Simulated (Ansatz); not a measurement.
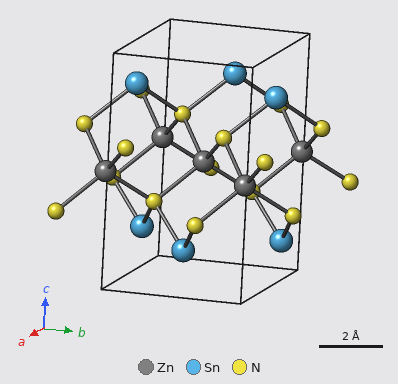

Drawn in the ball-and-stick manner and seen slightly off an axis. The parallelepiped is the conventional unit cell. A few atoms beyond the faces are included. Cell: a = 4.74 Å, b = 4.85 Å, c = 7.67 Å, α = 90.00°, β = 97.62°, γ = 90.00°.

The structure comes from a structure listed in the Materials Project. Earlier steps of the study may have refined or changed the cell and positions. Ansatz was used for an electronic-structure calculation on it.

Q: Notes on the structure:

A: The formula is ZnSn2N2. It belongs to space group C2 (No. 5) and has a base-centred monoclinic lattice. The cell comprises 2 formula units: 2 Zn, 4 Sn, 4 N. The neighbours of Zn are four N in a tetrahedral arrangement at about 2.0 Å. The coordination shell of Sn holds two N in a bent arrangement at about 2.1 Å. N is surrounded by two Zn and two Sn in a distorted tetrahedral arrangement (about 2.1 Å to Zn, 2.1 Å to Sn). The bonds build ZnSn2N2 layers parallel to (001).

The numbers come from Ansatz 0.2.0, DFT PBE, scalar-relativistic, plane waves, PAW, using plane-wave cutoff 420 eV, k-points about 0.16 Å⁻¹ apart, Gaussian smearing of 0.1 eV, no spin polarisation.

Q: Metal or not?

A: A metal: bands cross the Fermi level.

Q: What are the atomic charges by Bader's partition?

A: Zn +1.04 e; Sn +0.87 e; N -1.39 e.

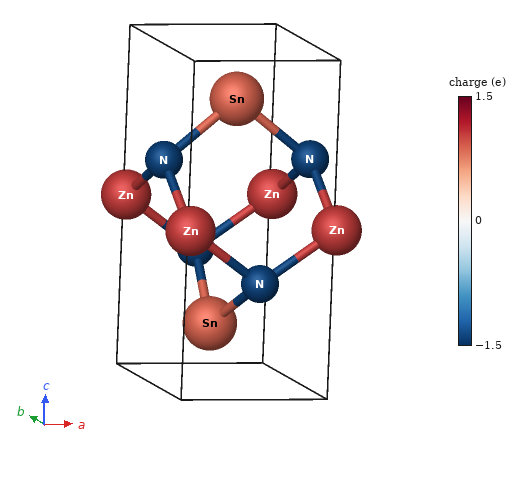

The atoms coloured by those charges. The run's cell of 5 atoms is drawn, so axes and origin can differ from the first picture.

Q: Does this geometry sit at a stationary point of the energy?

A: Yes. The largest force is 0.01 eV/Å. The pressure is 0.0 GPa, close to zero.
